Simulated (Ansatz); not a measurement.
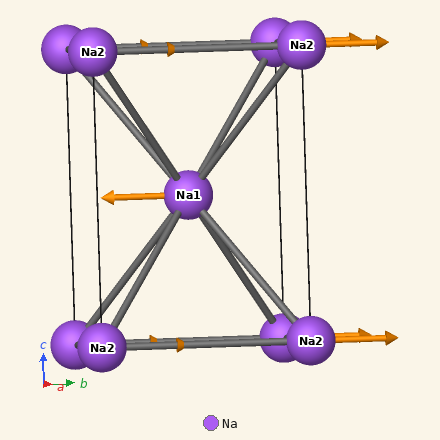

The system is Na (I4/mmm, No. 139; 2 atoms in the cell); the picture shows the reference structure; orange arrows give the pattern of the mode. The energy is mapped over a normal mode and a strain (zone-centre modes of the 2-atom cell of this scan, which folds in the wave vector (1/2, 1/2, 1/2) of the primitive cell) (x along [1 0 0], y along [0 1 0], z along [0 0 1] of the conventional cell). Coordinates scanned: (1) amplitude of mode 4 (100 cm⁻¹), largest displacement in the unstrained cell; (2) equal normal strain along x, y and z. Nothing is relaxed (the pattern is fixed in fractional coordinates). Grid: 7 × 7 points; 28 points were computed and 21 follow by symmetry. Points are written as (first, second). Energies: meV per cell, counted from the lowest grid point. These are results of Ansatz, DFT LDA, scalar-relativistic, plane waves, PAW, not measurements. Settings: cutoff 520 eV, k-mesh 12×12×10 in the order of the run's cell vectors, gaussian smearing 0.15 eV, no spin polarisation.

Its coordinates:

```yaml
crystal:
  lattice:
    - [0.00000, -3.62051, 0.00000]
    - [-3.62051, 0.00000, 0.00000]
    - [0.00000, 0.00000, -5.08416]
  atoms:
    - { symbol: Na, position: [0.50000, 0.50000, 0.50000] }
    - { symbol: Na, position: [0.00000, 0.00000, 0.00000] }
```

The input of one point:

```yaml
crystal:
  lattice:
    - [0.0, -3.6205084948, 0.0]
    - [-3.6205084948, 0.0, 0.0]
    - [0.0, 0.0, -5.0841636952]
  atoms:
    - { symbol: Na, position: [0.5, 0.5, 0.5] }
    - { symbol: Na, position: [0.0, 0.0, 0.0] }
basis:
  ecutwfc: 520.0
kpoints:
  mp_grid: { grid: [12, 12, 10] }
hamiltonian:
  xc: lda
  pseudopotentials: { kind: paw }
scf:
  occupations: { method: gaussian, width: 0.15 }
output:
  forces: true
  stress: true
  eigenvalues: true
```

Range: amplitude of mode 4 (100 cm⁻¹), largest displacement in the unstrained cell from −0.593 to 0.593 Å; equal normal strain along x, y and z from −2.50 to 2.50 %.

**What landscape does the calculation give?**

The lowest grid point is at (0.000 Å, 0.00 %). It is the only kind of minimum in the scanned range. The highest grid point, (−0.593 Å, −2.50 %), lies 244 meV above the lowest.

```
second ↓, first →  −0.593  −0.395  −0.198  0.000  0.198  0.395  0.593
             2.50     200     113      38     10     38    113    200
             1.67     201     111      34      4     34    111    201
             0.83     205     112      32      1     32    112    205
             0.00     211     115      32      0     32    115    211
            −0.83     220     120      35      1     35    120    220
            −1.67     231     128      40      5     40    128    231
            −2.50     244     138      47     12     47    138    244
```

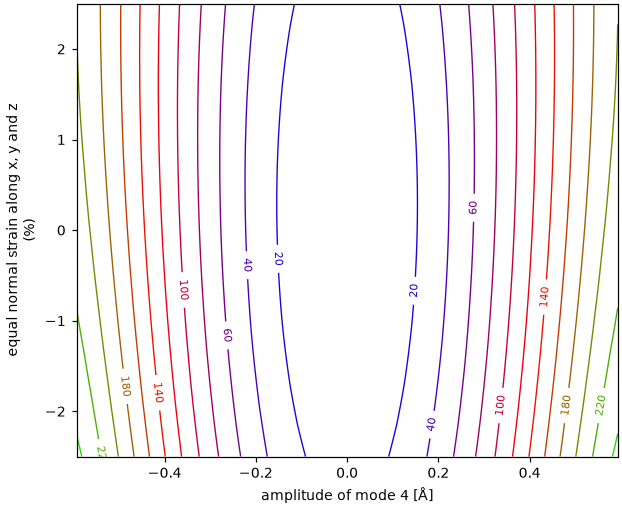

Drawn: contour lines labelled in meV. Between grid points the surface is interpolated.

Each point was launched as `ansatz run input.yaml --threads 1 --pin off --max-ram 2048MiB --backend cpu --events-out ev --progress --plain --runs-dir out`. The whole map (28 points run) took 12 min on 1 thread of Arm Neoverse N1, on a shared host.
